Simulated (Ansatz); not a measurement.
**Geometry relaxation of W₁₄Se₂₇ (charge +1) (part 2 of 3)**

Continued. System: W₁₄Se₂₇ (defect cell, 41 atoms in the cell, total charge +1). Method: DFT PBE, scalar-relativistic, plane waves, PAW, spin-polarised (Ansatz 0.2.0); cutoff 420 eV, 2×2×2 k-mesh, Gaussian smearing of 0.01 eV, collinear spins. The structure derives from a Materials Project entry. It belongs to a series of runs on one base structure; here: Se vacancy (site f), charge +1, atoms relaxed at the host's cell, started again with a moment of 3 μB.

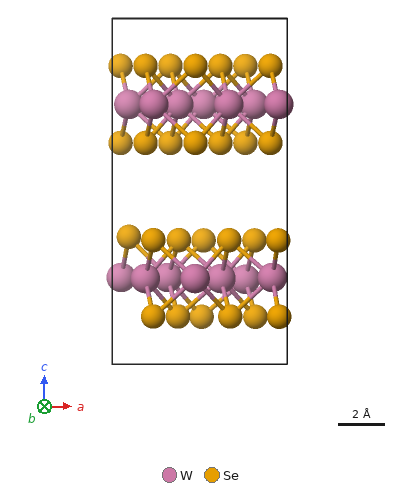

*The geometry at step 2 of the log (ball-and-stick view of the cell of the calculation, along the b axis).*

### Output, continued
```
Per-site moments (μB) at R_I (Å): [(0.003630082531616969, 1.040658570243694), (0.00482987631823595, 1.043927829567443), (0.00482987631823576, 1.0439278295674441), (0.0036300825316168254, 1.040658570243694), (0.004829876318236196, 1.043927829567444), (0.003630082531616897, 1.0406585702436935), (0.014601347636095306, 1.0538906946799436), (0.009312919314318937, 1.0504217695363516), (0.010068998171517185, 1.0504300118854006), (0.013494289959104951, 1.0498378868903682), (0.01006899817151737, 1.050430011885401), (0.010068998171517516, 1.0504300118854013), (0.013494289959104731, 1.0498378868903677), (0.013494289959105002, 1.0498378868903684), (0.001206301613032281, 1.0439278295674441), (0.00048785228429213946, 1.0468005776188054), (0.0012063016130323039, 1.043927829567443), (0.0012063016130323373, 1.043927829567444), (0.00048785228429181935, 1.0468005776188056), (0.0004878522842920761, 1.0468005776188058), (0.0014792963495743243, 1.0498726607508582), (0.0010519047619574192, 1.0502553968934634), (0.001051904761957599, 1.0502553968934634), (0.0014792963495743386, 1.049872660750858), (0.0010519047619578078, 1.0502553968934638), (0.0014792963495740207, 1.0498726607508577), (0.00032876096663531285, 1.0508149788492709), (0.0013947415922897794, 1.0406585702436935), (9.728957883146449e-5, 1.0483800703260204), (2.1709640753093404e-5, 1.047378294572544), (9.728957883196073e-5, 1.0483800703260213), (9.728957883170456e-5, 1.048380070326021), (2.170964075300116e-5, 1.047378294572544), (2.170964075305968e-5, 1.0473782945725443), (0.0015416263165173483, 1.0498378868903684), (0.0010750105800417936, 1.0503391821068107), (0.0010750105800417114, 1.0503391821068107), (0.0015416263165172715, 1.0498378868903682), (0.0010750105800419732, 1.050339182106811), (0.0015416263165172668, 1.0498378868903677), (0.00031276618284449087, 1.0508747709400654)]
Free energy (F): -293082.916855 eV
Harris-Foulkes:  -293082.916855 eV  (|F-HF|=2.86e-8)
Internal energy: -293082.915409 eV  (E = F + TS)
E sigma→0 (E₀):  -293082.916132 eV
Entropy (-TS):   -0.001446 eV (-0.035 meV/atom)
Fermi energy:    9.333966 eV
--- Per-component energies (eV) ---
  E_band       = -13384.931912
  E_kinetic    = 9480.018694
  E_local      = -103269.059007  (includes V_loc(G=0)·N_el)
  E_nonlocal   = -16061.485405
  E_hartree    = 49149.237646
  E_xc         = -6538.232089
  E_vxc        = -5977.932875  (∫ρ·V_xc dr)
  E_paw        = -171487.976181  (= ΣΔE_a)
  E_vpaw       = 4145.063870  (= ΣTr[D̂ρ^β])
  E_aug_tail   = -0.016863  (compensation charges beyond the density's cutoff)
  E_ewald      = -54355.402204
  E_smearing   = -0.001446  (= −TS)
  E_closure    = -0.000000  (closes the sum)
  E_deformation_potential = 15.679886  (in the stress; not in F)
  Σ components = -293082.916855   (vs F -293082.916855, Δ=0.00e0)
--- Forces (eV/Å), atoms counted from 1 ---
  atom   1  W      0.00254394    -0.00442680     0.00355509
  atom   2  W      0.00445059     0.00136951     0.00132636
  atom   3  W     -0.00103926    -0.00453908     0.00132636
  atom   4  W      0.00256176     0.00441651     0.00355509
  atom   5  W     -0.00341133     0.00316957     0.00132636
  atom   6  W     -0.00510569     0.00001029     0.00355509
  atom   7  W     -0.00000000     0.00000000     0.00440933
  atom   8  W      0.00000000    -0.00000000    -0.00019564
  atom   9  W      0.00084654    -0.00028186    -0.00053842
  atom  10  W     -0.00224892    -0.01934355    -0.00062731
  atom  11  W     -0.00017918     0.00087406    -0.00053842
  atom  12  W     -0.00066737    -0.00059220    -0.00053842
  atom  13  W      0.01787646     0.00772415    -0.00062731
  atom  14  W     -0.01562754     0.01161940    -0.00062731
  atom  15  Se    -0.00105298     0.00250089    -0.00017142
  atom  16  Se    -0.00209263     0.00035541    -0.00112846
  atom  17  Se    -0.00163934    -0.00216235    -0.00017142
  atom  18  Se     0.00269232    -0.00033854    -0.00017142
  atom  19  Se     0.00073852    -0.00198998    -0.00112846
  atom  20  Se     0.00135411     0.00163456    -0.00112846
  atom  21  Se     0.00047698    -0.00172658     0.00043343
  atom  22  Se    -0.00145612    -0.00087889     0.00148165
  atom  23  Se    -0.00003308     0.00170048     0.00148165
  atom  24  Se     0.00125677     0.00127637     0.00043343
  atom  25  Se     0.00148920    -0.00082159     0.00148165
  atom  26  Se    -0.00173375     0.00045021     0.00043343
  atom  27  Se     0.00000000    -0.00000000     0.00117919
  atom  28  Se    -0.00000000     0.00000000    -0.00390608
  atom  29  Se    -0.00194560     0.00340232    -0.00016968
  atom  30  Se    -0.00245290    -0.00253311    -0.00203577
  atom  31  Se    -0.00197370    -0.00338610    -0.00016968
  atom  32  Se     0.00391930    -0.00001622    -0.00016968
  atom  33  Se     0.00342019    -0.00085772    -0.00203577
  atom  34  Se    -0.00096728     0.00339083    -0.00203577
  atom  35  Se     0.00042809    -0.00171015    -0.00068888
  atom  36  Se    -0.00148383    -0.00083171    -0.00159641
  atom  37  Se     0.00002164     0.00170089    -0.00159641
  atom  38  Se     0.00126699     0.00122581    -0.00068888
  atom  39  Se     0.00146220    -0.00086918    -0.00159641
  atom  40  Se    -0.00169507     0.00048434    -0.00068888
  atom  41  Se     0.00000000    -0.00000000    -0.00104742
  max |Σ_I F_I| component: 4.01e-5 eV/Å
--- Charged-cell corrections in eV (Makov–Payne, q = +1.000 e, ε = [13.458, 13.458, 4.047]) ---
  F (periodic)     = -293082.916855  (uncorrected; the corrections below are reported, never added to it)
  E_corr1          = +0.048614  (monopole, q²α_M/2ε̄L, of the cell on which ε is isotropic)
  F Makov-Payne    = -293082.868242  (F + E_corr1; no measured alignment; for a localised charge, not one spread in a band: unchecked)
  no potential alignment in this run, which stands beside a crystal: run the host's input off ansatz write-host-input, and read the two finished runs by ansatz place-levels (neither reads a slab, a wire or a sheet, whose cell leaves a vacuum)
--- Band table (eV; the first three rows and the last of 8) ---
  k-point 0 ↑: bands = ["-64.5151", "-64.5115", "-64.5115", "-64.4996", "-64.4923", "-64.4923", "-64.4705", "-64.4416", "-64.4362", "-64.4362", ... 168 levels left out ..., "-28.6630", "-28.6630", "-28.6629", "-28.6600", "-28.6521", "-28.6521", "-28.6506", "-28.6506", "-28.6499", "-28.5938", "-28.5938", "-28.5925", "-28.5925", "-5.0769", "-5.0010", "-3.8457", "-3.7776", "-3.6029", "-3.6029", "-3.5444", "-3.5444", "-3.5086", "-3.4932", "-3.4909", "-3.4909", "-3.4905", "-3.4905", "-3.4875", "-3.2673",
      "-3.1463", "-3.1463", "-3.0666", "-3.0666", "-3.0612", "-3.0573", "-3.0573", "-3.0527", "-3.0394", "-3.0394", "-2.9842", "3.4015", "3.6458", "3.9639", "4.1521", "4.1569", "4.1569", "4.1786", "4.1786", "4.1793", "4.1904", "4.1960", "4.1960", "4.4071", "4.4071", "4.9588", "5.0935", "5.0935", "5.0955", "5.1092", "5.1092", "5.1124", "5.1233", "5.1233", "5.1381", "5.2726", "5.2726", "5.2910", "5.2910", "5.3091",
      "5.3804", "5.4235", "5.4235", "5.4497", "5.4497", "5.4581", "5.6562", "5.6562", "5.8738", "6.3153", "6.3153", "6.3336", "6.3657", "6.3657", "6.3813", "6.4371", "6.4371", "6.4576", "6.5564", "6.7374", "6.7374", "7.1223", "7.1678", "7.1678", "7.1815", "7.2478", "7.2478", "7.2923", "7.2923", "7.2955", "7.2978", "7.3024", "7.3024", "7.3649", "7.3649", "7.4393", "7.7292", "7.7292", "7.8293", "7.8293",
      "7.8494", "7.8795", "7.8963", "7.8963", "7.9082", "7.9130", "7.9130", "8.0605", "8.1355", "8.1355", "8.3571", "8.3571", "8.6555", "8.6555", "8.6568", "8.7507", "8.8908", "8.8908", "8.8981", "8.9060", "8.9069", "8.9069", "8.9715", "8.9715", "8.9987", "9.2204", "9.5643", "10.8268", "10.8268", "11.3460", "11.3460", "11.3727", "11.4498", "11.4498", "11.4694", "11.6185", "11.6944", "11.6944", "11.7570", "11.7570",
      "11.8873", "11.9921", "12.0947", "12.0947", "12.1312", "12.1312", "12.1327", "12.1411", "12.1486", "12.1486", "12.2570", "12.2798", "12.2798", "12.3914", "12.4144", "12.4144", "12.4707", "12.4707", "12.5070", "12.5070", "12.5759", "12.5759", "12.6057", "12.6774", "12.6774", "12.7488", "12.7645", "12.7645", "12.8557", "12.8557", "13.0975", "13.4246", "13.4246", "13.7325", "13.7325", "13.7758", "13.8064", "13.9008", "13.9644", "13.9644",
      "14.0655", "14.0655", "14.0984", "14.5679", "15.0510", "15.4928", "15.4928", "15.4950", "15.7520", "15.7520", "15.7895"]
  k-point 1 ↑: bands = ["-64.5151", "-64.5115", "-64.5115", "-64.4996", "-64.4923", "-64.4923", "-64.4705", "-64.4416", "-64.4362", "-64.4362", ... 168 levels left out ..., "-28.6630", "-28.6630", "-28.6629", "-28.6600", "-28.6521", "-28.6521", "-28.6506", "-28.6506", "-28.6499", "-28.5938", "-28.5938", "-28.5925", "-28.5925", "-5.0744", "-5.0040", "-3.8339", "-3.7889", "-3.6022", "-3.6022", "-3.5428", "-3.5428", "-3.5037", "-3.4934", "-3.4926", "-3.4926", "-3.4926", "-3.4921", "-3.4921", "-3.2673",
      "-3.1441", "-3.1441", "-3.0609", "-3.0608", "-3.0608", "-3.0573", "-3.0573", "-3.0509", "-3.0463", "-3.0463", "-2.9859", "3.4882", "3.5490", "3.9632", "4.1589", "4.1736", "4.1736", "4.1773", "4.1790", "4.1790", "4.1810", "4.1810", "4.1841", "4.4053", "4.4053", "4.9577", "5.0925", "5.0953", "5.0953", "5.1013", "5.1013", "5.1055", "5.1079", "5.1079", "5.1307", "5.3129", "5.3129", "5.3489", "5.3489", "5.3745",
      "5.3857", "5.3857", "5.3936", "5.3940", "5.3940", "5.3961", "5.6574", "5.6574", "5.8695", "6.3757", "6.3757", "6.3802", "6.3802", "6.3803", "6.3892", "6.3907", "6.3907", "6.4158", "6.5718", "6.7322", "6.7322", "7.1278", "7.1680", "7.1680", "7.2478", "7.2478", "7.2918", "7.2918", "7.2950", "7.2961", "7.3021", "7.3021", "7.3641", "7.3641", "7.3885", "7.4724", "7.5439", "7.7330", "7.7330", "7.8501",
      "7.8501", "7.8802", "7.8832", "7.8832", "7.8877", "7.8877", "7.8995", "8.0386", "8.1352", "8.1352", "8.3571", "8.3571", "8.6479", "8.6559", "8.6559", "8.7419", "8.8914", "8.8914", "8.8987", "8.9062", "8.9073", "8.9073", "8.9720", "8.9720", "9.0429", "9.3668", "9.4695", "10.8307", "10.8307", "11.4049", "11.4824", "11.4824", "11.5170", "11.5170", "11.5306", "11.5321", "11.5321", "11.5815", "11.6554", "11.6554",
      "11.7859", "11.9935", "12.0999", "12.0999", "12.1235", "12.1235", "12.1272", "12.1305", "12.1305", "12.1350", "12.2290", "12.2570", "12.2570", "12.4952", "12.4952", "12.5070", "12.5070", "12.5308", "12.5916", "12.5916", "12.6518", "12.6560", "12.6560", "12.6676", "12.6676", "12.6697", "12.6776", "12.6776", "12.7746", "12.7746", "13.0750", "13.4554", "13.4554", "13.8539", "13.8539", "13.8780", "13.8992", "13.9048", "13.9048", "13.9178",
      "13.9178", "13.9504", "14.0587", "14.3028", "15.0017", "15.5746", "15.5746", "15.6095", "15.8568", "15.8568", "15.8574"]
  k-point 2 ↑: bands = ["-64.5146", "-64.5119", "-64.5116", "-64.4998", "-64.4923", "-64.4922", "-64.4705", "-64.4400", "-64.4380", "-64.4365", ... 168 levels left out ..., "-28.6691", "-28.6603", "-28.6602", "-28.6572", "-28.6551", "-28.6549", "-28.6425", "-28.6335", "-28.6315", "-28.6102", "-28.6084", "-28.6036", "-28.5956", "-4.6011", "-4.5839", "-4.5718", "-4.4845", "-3.8677", "-3.7936", "-3.7898", "-3.7288", "-3.6097", "-3.5940", "-3.5650", "-3.5031", "-3.2629", "-3.2195", "-3.2044", "-3.2003",
      "-3.1671", "-3.1196", "-3.0796", "-3.0094", "-3.0089", "-2.9869", "-2.9215", "-2.8963", "-2.8254", "-2.8217", "-2.7985", "3.3536", "3.4402", "3.9742", "3.9766", "3.9953", "4.0150", "4.0495", "4.0548", "4.2032", "4.2559", "4.3304", "4.3444", "4.3741", "4.4466", "4.4715", "4.4737", "4.5059", "4.5957", "4.7353", "4.8860", "5.0698", "5.1392", "5.2486", "5.2786", "5.3904", "5.4178", "5.4246", "5.4648", "5.5255",
      "5.5651", "5.6172", "5.6400", "5.7220", "5.7720", "5.9462", "5.9840", "5.9921", "6.1596", "6.2388", "6.3122", "6.3374", "6.3419", "6.3857", "6.4057", "6.4139", "6.4947", "6.5640", "6.6326", "6.6663", "6.7297", "6.7597", "6.7790", "6.8270", "6.8905", "6.9841", "7.2049", "7.3989", "7.4134", "7.4365", "7.4431", "7.4632", "7.4728", "7.5025", "7.5531", "7.6187", "7.6410", "7.6719", "7.6742", "7.6752",
      "7.7996", "7.8875", "7.9074", "7.9132", "7.9477", "7.9867", "8.0477", "8.2245", "8.4074", "8.4162", "8.4787", "8.5560", "8.6134", "8.6262", "8.6646", "8.6739", "8.6803", "8.6891", "8.8730", "8.9415", "9.0018", "9.0378", "9.1148", "9.1992", "9.2831", "9.2968", "9.3199", "10.6171", "10.7883", "11.3706", "11.3888", "11.4071", "11.4619", "11.4886", "11.5312", "11.5441", "11.5844", "11.6678", "11.7271", "11.8057",
      "11.9051", "11.9237", "11.9265", "11.9335", "11.9769", "11.9981", "12.0393", "12.0514", "12.1208", "12.1241", "12.1359", "12.1796", "12.1837", "12.2562", "12.3055", "12.3798", "12.4496", "12.5034", "12.5473", "12.6253", "12.6291", "12.6906", "12.7359", "12.7832", "12.8349", "12.8865", "12.9048", "12.9924", "13.1024", "13.2061", "13.2516", "13.2594", "13.3248", "13.5598", "13.6564", "13.7713", "13.8161", "13.8580", "13.8875", "13.9012",
      "13.9675", "14.1282", "14.1472", "14.2568", "14.8478", "14.8930", "14.9605", "15.0474", "15.1073", "15.3882", "15.5038"]
```
